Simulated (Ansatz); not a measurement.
# Au(111) with 4 layers of random Au-Pt, 2x2: scattering by chemical disorder, part 2 of 2

Aim: the residual resistivity of a random alloy, from Au(111) with 4 layers of random Au-Pt, 2x2 and longer regions.

Ansatz 0.2.0; Ansatz plane-wave DFT, PBE, PAW files; ballistic transport by layer matching (Landauer), zero bias; PAW set soft_1.

So far. Step 2 (With 4 alloy layers): Over the solved energies the transmission per spin lies between 2.32 and 2.44, out of 3.19 channels of the lead on average (up to 3.21).

**3. With 8 alloy layers**

System of this step: Au(111) with 8 layers of random Au-Pt, 2x2. The cell holds 56 atoms: 48 Au and 8 Pt. Cell: a = 5.768 Å, b = 5.768 Å, c = 33.006 Å, α = 87.5°, β = 92.5°, γ = 120.0°. It derives from Au. Regions: lead, 24 atoms (24 Au); scattering region, 32 atoms (24 Au and 8 Pt). The structure is stacked along c, and the current runs across the ab planes.

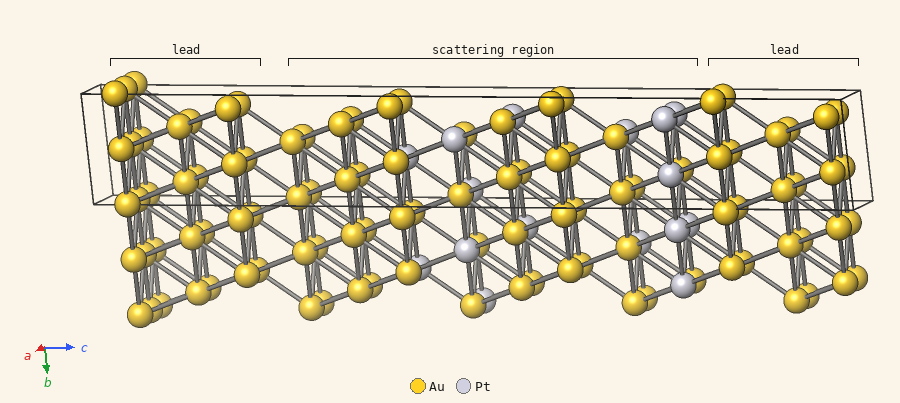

The cell of this step (gold yellow, platinum light grey). 1×2×1 cells are drawn. Some periodic images of atoms are drawn too.

File input.yaml:

```yaml
crystal:
  lattice:
    - [5.7675164607, 0.0, 0.0]
    - [-2.8837582304, 4.9948157718, 0.0]
    - [-1.4418791152, 0.8324692953, 32.9641022945]
  atoms:
    - { symbol: Au, position: [0.005952381, 0.994047619, 0.0357142857] }
    - { symbol: Au, position: [0.005952381, 0.494047619, 0.0357142857] }
    - { symbol: Au, position: [0.505952381, 0.994047619, 0.0357142857] }
    - { symbol: Au, position: [0.505952381, 0.494047619, 0.0357142857] }
    - { symbol: Au, position: [0.1845238095, 0.3154761905, 0.1071428571] }
    - { symbol: Au, position: [0.1845238095, 0.8154761905, 0.1071428571] }
    - { symbol: Au, position: [0.6845238095, 0.3154761905, 0.1071428571] }
    - { symbol: Au, position: [0.6845238095, 0.8154761905, 0.1071428571] }
    - { symbol: Au, position: [0.3630952381, 0.1369047619, 0.1785714286] }
    - { symbol: Au, position: [0.3630952381, 0.6369047619, 0.1785714286] }
    - { symbol: Au, position: [0.8630952381, 0.1369047619, 0.1785714286] }
    - { symbol: Au, position: [0.8630952381, 0.6369047619, 0.1785714286] }
    - { symbol: Au, position: [0.0416666667, 0.9583333333, 0.25] }
    - { symbol: Au, position: [0.0416666667, 0.4583333333, 0.25] }
    - { symbol: Au, position: [0.5416666667, 0.9583333333, 0.25] }
    - { symbol: Au, position: [0.5416666667, 0.4583333333, 0.25] }
    - { symbol: Au, position: [0.2202380952, 0.2797619048, 0.3214285714] }
    - { symbol: Au, position: [0.2202380952, 0.7797619048, 0.3214285714] }
    - { symbol: Au, position: [0.7202380952, 0.2797619048, 0.3214285714] }
    - { symbol: Au, position: [0.7202380952, 0.7797619048, 0.3214285714] }
    - { symbol: Au, position: [0.3988095238, 0.1011904762, 0.3928571429] }
    - { symbol: Pt, position: [0.3988095238, 0.6011904762, 0.3928571429] }
    - { symbol: Au, position: [0.8988095238, 0.1011904762, 0.3928571429] }
    - { symbol: Au, position: [0.8988095238, 0.6011904762, 0.3928571429] }
    - { symbol: Pt, position: [0.0773809524, 0.9226190476, 0.4642857143] }
    - { symbol: Au, position: [0.0773809524, 0.4226190476, 0.4642857143] }
    - { symbol: Au, position: [0.5773809524, 0.9226190476, 0.4642857143] }
    - { symbol: Pt, position: [0.5773809524, 0.4226190476, 0.4642857143] }
    - { symbol: Pt, position: [0.255952381, 0.244047619, 0.5357142857] }
    - { symbol: Au, position: [0.255952381, 0.744047619, 0.5357142857] }
    - { symbol: Au, position: [0.755952381, 0.244047619, 0.5357142857] }
    - { symbol: Au, position: [0.755952381, 0.744047619, 0.5357142857] }
    - { symbol: Au, position: [0.4345238095, 0.0654761905, 0.6071428571] }
    - { symbol: Au, position: [0.4345238095, 0.5654761905, 0.6071428571] }
    - { symbol: Au, position: [0.9345238095, 0.0654761905, 0.6071428571] }
    - { symbol: Au, position: [0.9345238095, 0.5654761905, 0.6071428571] }
    - { symbol: Au, position: [0.1130952381, 0.8869047619, 0.6785714286] }
    - { symbol: Pt, position: [0.1130952381, 0.3869047619, 0.6785714286] }
    - { symbol: Au, position: [0.6130952381, 0.8869047619, 0.6785714286] }
    - { symbol: Au, position: [0.6130952381, 0.3869047619, 0.6785714286] }
    - { symbol: Pt, position: [0.2916666667, 0.2083333333, 0.75] }
    - { symbol: Au, position: [0.2916666667, 0.7083333333, 0.75] }
    - { symbol: Pt, position: [0.7916666667, 0.2083333333, 0.75] }
    - { symbol: Pt, position: [0.7916666667, 0.7083333333, 0.75] }
    - { symbol: Au, position: [0.4702380952, 0.0297619048, 0.8214285714] }
    - { symbol: Au, position: [0.4702380952, 0.5297619048, 0.8214285714] }
    - { symbol: Au, position: [0.9702380952, 0.0297619048, 0.8214285714] }
    - { symbol: Au, position: [0.9702380952, 0.5297619048, 0.8214285714] }
    - { symbol: Au, position: [0.1488095238, 0.8511904762, 0.8928571429] }
    - { symbol: Au, position: [0.1488095238, 0.3511904762, 0.8928571429] }
    - { symbol: Au, position: [0.6488095238, 0.8511904762, 0.8928571429] }
    - { symbol: Au, position: [0.6488095238, 0.3511904762, 0.8928571429] }
    - { symbol: Au, position: [0.3273809524, 0.1726190476, 0.9642857143] }
    - { symbol: Au, position: [0.3273809524, 0.6726190476, 0.9642857143] }
    - { symbol: Au, position: [0.8273809524, 0.1726190476, 0.9642857143] }
    - { symbol: Au, position: [0.8273809524, 0.6726190476, 0.9642857143] }
kpoints:
  mp_grid: { grid: [5, 5, 1] }
hamiltonian:
  xc: pbe
  pseudopotentials: { kind: paw, azcp: { folder: soft_1 } }
scf:
  occupations: { method: fermi_dirac, width: 0.1 }
output:
  transmission:
    leads: [[0, 4]]
    kmesh: [10, 10]
    e_range: [-0.05, 0.05]
    de: 0.05
  write_potential: true
  write_density: true
  volumetric_format: npy
```

Started as:

```console
$ ansatz run input.yaml --threads 4 --pin off --max-ram 15360MiB --backend cpu --events-out ev --progress --plain --runs-dir out
```

Numbers of over 12 decimals in the logs are rounded to 6 here.

The program printed:

```text
[...]
Crystal: 56 atoms, lattice volume = 949.619 Å³
Basis set: ecut = 420 eV, 18659 PW (Γ)
Bands: 634, of which v1, the nominal top of the filled ones, is band 528 counted from 1 (527 counted from 0)
Symmetry: 1 space group operations
[...]
k-points: 13 of 25 (time reversal used)
[...]
SCF iter   1: F=—  HF=-731487.566074 eV  |F-HF|=—  |Δ(HF+E_count)|=         —  Δρ=9.27e-2  dr2=3.68e2  ethr=3.10e-3  ⟨swp⟩=4.0  Hψ=24508  notcnv=0  defer=186
[...]
SCF iter  14: F=-731454.284605 eV  HF=-731454.284605 eV  |F-HF|=1.47e-8  |Δ(HF+E_count)|=   2.21e-9  Δρ=2.34e-7  dr2=1.49e-8  ethr=9.47e-12  ⟨swp⟩=10.5  Hψ=30478  notcnv=0
SCF 1 converged in 14 iterations: F = -731454.284605 eV  dr2 = 1.49e-8
[...]
transmission: 262 of 2600 steps passed
transmission: 522 of 2600 steps passed
[...]
transmission: 2600 of 2600 steps passed
SCF converged after 14 iterations
Free energy (F): -731454.284605 eV
[...]
Internal energy: -731453.564606 eV  (E = F + TS)
E sigma→0 (E₀):  -731453.924605 eV
Entropy (-TS):   -0.719999 eV (-12.857 meV/atom)
Fermi energy:    20.504224 eV
[...]
--- Band table (eV; the first three rows and the last of 13) ---
  k-point 0: bands = [... 524 lower, 20.8970, 20.9132, 20.9185, 20.9407, 20.9553, 21.2173, 21.2911, 21.4451, ... 102 higher]
  k-point 1: bands = [... 524 lower, 20.2853, 20.3028, 20.4566, 20.4673, 20.5216, 20.6283, 20.6824, 20.7982, ... 102 higher]
  k-point 2: bands = [... 524 lower, 20.3670, 20.3906, 20.4103, 20.5205, 20.6264, 20.6835, 20.8849, 20.9485, ... 102 higher]
  k-point 12: bands = [... 524 lower, 20.1119, 20.1841, 20.2359, 20.2864, 20.3568, 20.4047, 20.4718, 21.0308, ... 102 higher]
--- Transmission ---
  basis      : 253 plane waves across, 50 finite elements along
  points     : 52, standing for a mesh of 10 x 10
[...]
channels       : 3.210000e0 a spin
[...]
junction   : crystal 0 to crystal 0, 3.05 to 33.66 Å
    transmission   : 2.088053e0 a spin
[...]
```

Elapsed: 24 min, on 4 threads of Arm Neoverse V1, shared host; peak memory 8.1 GiB.

Numbers from this step:

* free energy: -731454.2846 eV
* energy at zero smearing: -731453.9246 eV
* Fermi energy: 20.50 eV
* transmission per spin nearest the Fermi level: 2.088
* step of the lead's potential: 8.3 meV

Per spin. Transmission, zone mean against energy, zero at the Fermi level:

| energy (eV) | transmission, zone mean |
| --- | --- |
| -0.0500 | 2.06 |
| 0.0000 | 2.09 |
| 0.0500 | 2.09 |

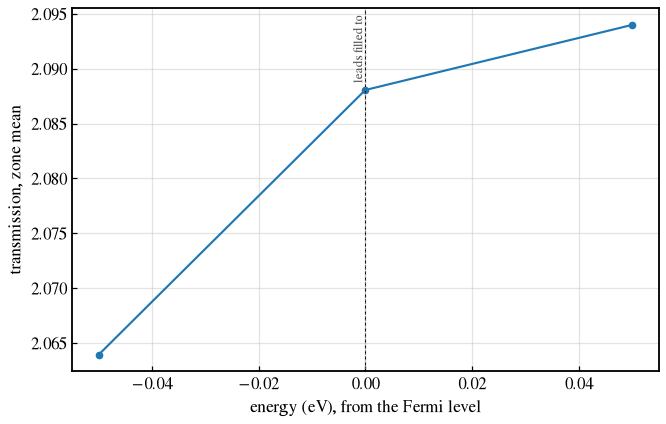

Transmission, zone mean, plotted against energy.

Over the solved energies the transmission per spin lies between 2.06 and 2.09, out of 3.21 channels of the lead on average (up to 3.21).

**4. With 12 alloy layers**

System of this step: Au(111) with 12 layers of random Au-Pt, 2x2. The cell holds 72 atoms: 60 Au and 12 Pt. Its edges and angles: a = 5.768 Å, b = 5.768 Å, c = 42.382 Å, α = 90.0°, β = 90.0°, γ = 120.0°. It derives from Au. Regions: lead, 24 atoms (24 Au); scattering region, 48 atoms (36 Au and 12 Pt). The structure is stacked along c, and the current runs across the ab planes.

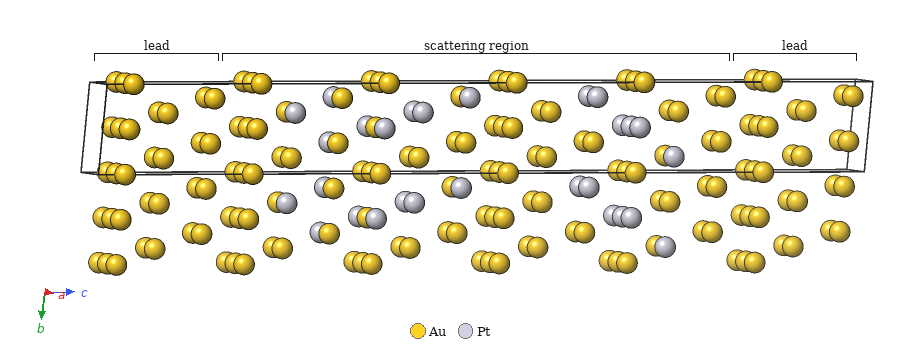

The cell of this step (gold yellow, platinum light grey). 1×2×1 cells are drawn. Some periodic images of atoms are drawn too.

File input.yaml:

```yaml
crystal:
  lattice:
    - [5.7675164607, 0.0, 0.0]
    - [-2.8837582304, 4.9948157718, 0.0]
    - [0.0, 0.0, 42.3824172358]
  atoms:
    - { symbol: Au, position: [0.0, 0.0, 0.0277777778] }
    - { symbol: Au, position: [0.0, 0.5, 0.0277777778] }
    - { symbol: Au, position: [0.5, 0.0, 0.0277777778] }
    - { symbol: Au, position: [0.5, 0.5, 0.0277777778] }
    - { symbol: Au, position: [0.1666666667, 0.3333333333, 0.0833333333] }
    - { symbol: Au, position: [0.1666666667, 0.8333333333, 0.0833333333] }
    - { symbol: Au, position: [0.6666666667, 0.3333333333, 0.0833333333] }
    - { symbol: Au, position: [0.6666666667, 0.8333333333, 0.0833333333] }
    - { symbol: Au, position: [0.3333333333, 0.1666666667, 0.1388888889] }
    - { symbol: Au, position: [0.3333333333, 0.6666666667, 0.1388888889] }
    - { symbol: Au, position: [0.8333333333, 0.1666666667, 0.1388888889] }
    - { symbol: Au, position: [0.8333333333, 0.6666666667, 0.1388888889] }
    - { symbol: Au, position: [0.0, 0.0, 0.1944444444] }
    - { symbol: Au, position: [0.0, 0.5, 0.1944444444] }
    - { symbol: Au, position: [0.5, 0.0, 0.1944444444] }
    - { symbol: Au, position: [0.5, 0.5, 0.1944444444] }
    - { symbol: Au, position: [0.1666666667, 0.3333333333, 0.25] }
    - { symbol: Au, position: [0.1666666667, 0.8333333333, 0.25] }
    - { symbol: Pt, position: [0.6666666667, 0.3333333333, 0.25] }
    - { symbol: Au, position: [0.6666666667, 0.8333333333, 0.25] }
    - { symbol: Pt, position: [0.3333333333, 0.1666666667, 0.3055555556] }
    - { symbol: Pt, position: [0.3333333333, 0.6666666667, 0.3055555556] }
    - { symbol: Au, position: [0.8333333333, 0.1666666667, 0.3055555556] }
    - { symbol: Au, position: [0.8333333333, 0.6666666667, 0.3055555556] }
    - { symbol: Au, position: [0.0, 0.0, 0.3611111111] }
    - { symbol: Pt, position: [0.0, 0.5, 0.3611111111] }
    - { symbol: Au, position: [0.5, 0.0, 0.3611111111] }
    - { symbol: Au, position: [0.5, 0.5, 0.3611111111] }
    - { symbol: Pt, position: [0.1666666667, 0.3333333333, 0.4166666667] }
    - { symbol: Au, position: [0.1666666667, 0.8333333333, 0.4166666667] }
    - { symbol: Pt, position: [0.6666666667, 0.3333333333, 0.4166666667] }
    - { symbol: Au, position: [0.6666666667, 0.8333333333, 0.4166666667] }
    - { symbol: Au, position: [0.3333333333, 0.1666666667, 0.4722222222] }
    - { symbol: Au, position: [0.3333333333, 0.6666666667, 0.4722222222] }
    - { symbol: Pt, position: [0.8333333333, 0.1666666667, 0.4722222222] }
    - { symbol: Au, position: [0.8333333333, 0.6666666667, 0.4722222222] }
    - { symbol: Au, position: [0.0, 0.0, 0.5277777778] }
    - { symbol: Au, position: [0.0, 0.5, 0.5277777778] }
    - { symbol: Au, position: [0.5, 0.0, 0.5277777778] }
    - { symbol: Au, position: [0.5, 0.5, 0.5277777778] }
    - { symbol: Au, position: [0.1666666667, 0.3333333333, 0.5833333333] }
    - { symbol: Au, position: [0.1666666667, 0.8333333333, 0.5833333333] }
    - { symbol: Au, position: [0.6666666667, 0.3333333333, 0.5833333333] }
    - { symbol: Au, position: [0.6666666667, 0.8333333333, 0.5833333333] }
    - { symbol: Pt, position: [0.3333333333, 0.1666666667, 0.6388888889] }
    - { symbol: Au, position: [0.3333333333, 0.6666666667, 0.6388888889] }
    - { symbol: Pt, position: [0.8333333333, 0.1666666667, 0.6388888889] }
    - { symbol: Au, position: [0.8333333333, 0.6666666667, 0.6388888889] }
    - { symbol: Au, position: [0.0, 0.0, 0.6944444444] }
    - { symbol: Pt, position: [0.0, 0.5, 0.6944444444] }
    - { symbol: Au, position: [0.5, 0.0, 0.6944444444] }
    - { symbol: Pt, position: [0.5, 0.5, 0.6944444444] }
    - { symbol: Au, position: [0.1666666667, 0.3333333333, 0.75] }
    - { symbol: Au, position: [0.1666666667, 0.8333333333, 0.75] }
    - { symbol: Au, position: [0.6666666667, 0.3333333333, 0.75] }
    - { symbol: Pt, position: [0.6666666667, 0.8333333333, 0.75] }
    - { symbol: Au, position: [0.3333333333, 0.1666666667, 0.8055555556] }
    - { symbol: Au, position: [0.3333333333, 0.6666666667, 0.8055555556] }
    - { symbol: Au, position: [0.8333333333, 0.1666666667, 0.8055555556] }
    - { symbol: Au, position: [0.8333333333, 0.6666666667, 0.8055555556] }
    - { symbol: Au, position: [0.0, 0.0, 0.8611111111] }
    - { symbol: Au, position: [0.0, 0.5, 0.8611111111] }
    - { symbol: Au, position: [0.5, 0.0, 0.8611111111] }
    - { symbol: Au, position: [0.5, 0.5, 0.8611111111] }
    - { symbol: Au, position: [0.1666666667, 0.3333333333, 0.9166666667] }
    - { symbol: Au, position: [0.1666666667, 0.8333333333, 0.9166666667] }
    - { symbol: Au, position: [0.6666666667, 0.3333333333, 0.9166666667] }
    - { symbol: Au, position: [0.6666666667, 0.8333333333, 0.9166666667] }
    - { symbol: Au, position: [0.3333333333, 0.1666666667, 0.9722222222] }
    - { symbol: Au, position: [0.3333333333, 0.6666666667, 0.9722222222] }
    - { symbol: Au, position: [0.8333333333, 0.1666666667, 0.9722222222] }
    - { symbol: Au, position: [0.8333333333, 0.6666666667, 0.9722222222] }
kpoints:
  mp_grid: { grid: [5, 5, 1] }
hamiltonian:
  xc: pbe
  pseudopotentials: { kind: paw, azcp: { folder: soft_1 } }
scf:
  occupations: { method: fermi_dirac, width: 0.1 }
output:
  transmission:
    leads: [[0, 4]]
    kmesh: [10, 10]
    e_range: [-0.05, 0.05]
    de: 0.05
  write_potential: true
  write_density: true
  volumetric_format: npy
```

The program printed:

```text
[...]
Crystal: 72 atoms, lattice volume = 1220.939 Å³
Basis set: ecut = 420 eV, 23937 PW (Γ)
Bands: 814, of which v1, the nominal top of the filled ones, is band 678 counted from 1 (677 counted from 0)
Symmetry: 1 space group operations
[...]
k-points: 13 of 25 (time reversal used)
[...]
SCF iter   1: F=—  HF=-939410.506117 eV  |F-HF|=—  |Δ(HF+E_count)|=         —  Δρ=9.44e-2  dr2=5.53e2  ethr=3.10e-3  ⟨swp⟩=4.0  Hψ=31446  notcnv=0  defer=225
[...]
SCF iter  14: F=-939366.982481 eV  HF=-939366.982481 eV  |F-HF|=1.75e-8  |Δ(HF+E_count)|=   2.33e-9  Δρ=2.46e-7  dr2=1.83e-8  ethr=7.37e-12  ⟨swp⟩=10.3  Hψ=38690  notcnv=0
SCF 1 converged in 14 iterations: F = -939366.982481 eV  dr2 = 1.83e-8
[...]
transmission: 326 of 3224 steps passed
transmission: 646 of 3224 steps passed
[...]
transmission: 3224 of 3224 steps passed
SCF converged after 14 iterations
Free energy (F): -939366.982481 eV
[...]
Internal energy: -939365.967183 eV  (E = F + TS)
E sigma→0 (E₀):  -939366.474832 eV
Entropy (-TS):   -1.015298 eV (-14.101 meV/atom)
Fermi energy:    20.461566 eV
[...]
--- Band table (eV; the first three rows and the last of 13) ---
  k-point 0: bands = [... 674 lower, 20.5767, 20.9353, 20.9512, 20.9688, 21.0090, 21.0245, 21.0571, 21.3913, ... 132 higher]
  k-point 1: bands = [... 674 lower, 20.3591, 20.3661, 20.4095, 20.4827, 20.4983, 20.6041, 20.6066, 20.7495, ... 132 higher]
  k-point 2: bands = [... 674 lower, 20.3423, 20.4028, 20.4828, 20.4864, 20.5548, 20.5696, 20.7268, 20.7792, ... 132 higher]
  k-point 12: bands = [... 674 lower, 20.0701, 20.1141, 20.1417, 20.1748, 20.2298, 20.2834, 20.3543, 20.6383, ... 132 higher]
--- Transmission ---
  basis      : 253 plane waves across, 62 finite elements along
  points     : 52, standing for a mesh of 10 x 10
[...]
channels       : 3.210000e0 a spin
[...]
junction   : crystal 0 to crystal 0, 0.70 to 40.73 Å
    transmission   : 1.674244e0 a spin
[...]
```

The job ended after 41 min (4 threads; peak memory 9.8 GiB).

This step gave:

```yaml
free_energy: -939366.9825 eV
energy_at_zero_smearing: -939366.4748 eV
fermi_energy: 20.46 eV
transmission_per_spin_nearest_the_fermi_level: 1.674
step_of_the_lead_s_potential: 13.8 meV
```

Per spin. Table of transmission, zone mean by energy, zero at the Fermi level:

| energy (eV) | transmission, zone mean |
| --- | --- |
| -0.0500 | 1.62 |
| 0.0000 | 1.67 |
| 0.0500 | 1.74 |

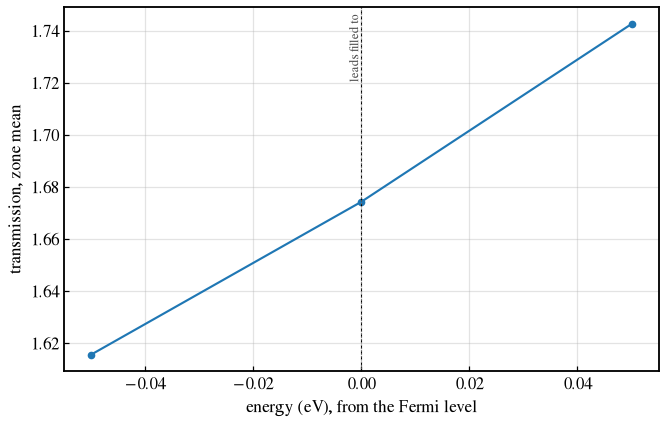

Transmission, zone mean against energy.

Over the solved energies the transmission per spin lies between 1.62 and 1.74, out of 3.21 channels of the lead on average (up to 3.21).

**5. Resistance against length**

This step: Ansatz plane-wave DFT, PBE, PAW files; ballistic transport by layer matching (Landauer), zero bias; residual resistivity from the slope of the area resistance, atoms on the host's lattice; PAW set soft_1 (Ansatz 0.2.0).

Numbers from this step:

```
resistivity           : 35.56 µΩ cm
intercept             : 0.02147 fΩ m²
scatter about the fit : 0.04513 fΩ m²
```

Resistance, by row:

| run | length (Å) | T | channels N | RA (fΩ m²) |
| --- | --- | --- | --- | --- |
| n4 | 9.418 | 2.393 | 3.19 | 0.3883 |
| n8 | 18.84 | 2.082 | 3.21 | 0.6275 |
| n12 | 28.25 | 1.677 | 3.21 | 1.058 |

Area resistance against length of the alloy:

| length of the alloy (Å) | area resistance (fΩ m²) |
| --- | --- |
| 9.42 | 0.388 |
| 18.84 | 0.628 |
| 28.25 | 1.06 |

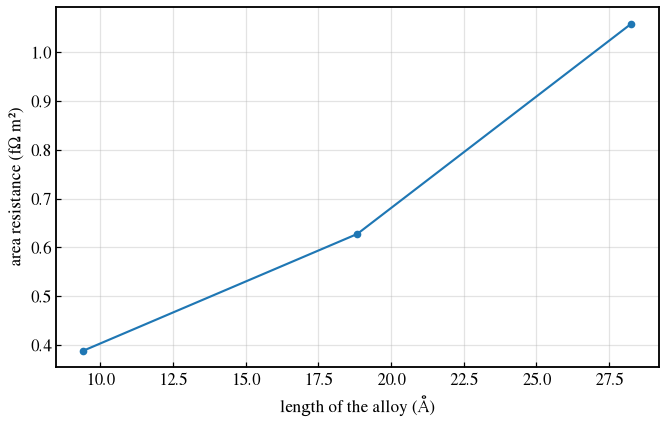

Area resistance, plotted against length of the alloy.

The area resistance goes from 0.39 to 1.1 fΩ m² between 9.4 and 28.3 Å, a slope of 36 µΩ cm.

By hand from the end points: (1.058 − 0.3883) fΩ m² / (28.25 − 9.42) Å = 36 µΩ cm, since 1 fΩ m² per Å is 1000 µΩ cm.

**6. Summary of results**

```yaml
resistivity_from_the_slope: 35.6 µΩ cm
area_resistance_over_9p42_a: 0.388 fΩ m²
area_resistance_over_18p8_a: 0.628 fΩ m²
area_resistance_over_28p3_a: 1.06 fΩ m²
```

In words: The slope gives 36 µΩ cm. The points scatter by 0.045 fΩ m² about the line, with one random draw a length in a 2x2 cell, so the slope is a rough value. Read with a model of isotropic scattering on a spherical Fermi surface and the lead's 0.86×10¹⁵ S/m², this slope means a mean free path near 25 Å; over these lengths the model's slope is 1.03 times its bulk resistivity, which would be 34 µΩ cm. The atoms sit on the host's lattice, so scattering by size misfit is left out. Spin-orbit coupling is left out, which matters for Au and Pt.

[Logs are printed without paths, hosts, clocks, repeated set-up lines and the standing remarks that a program may print on its own settings, such as how far it seeks lower states.]

[Hosts, paths, dates, database ids (printed as entryN), source tags and the programs' standing remarks are cut or masked in the printed files.]
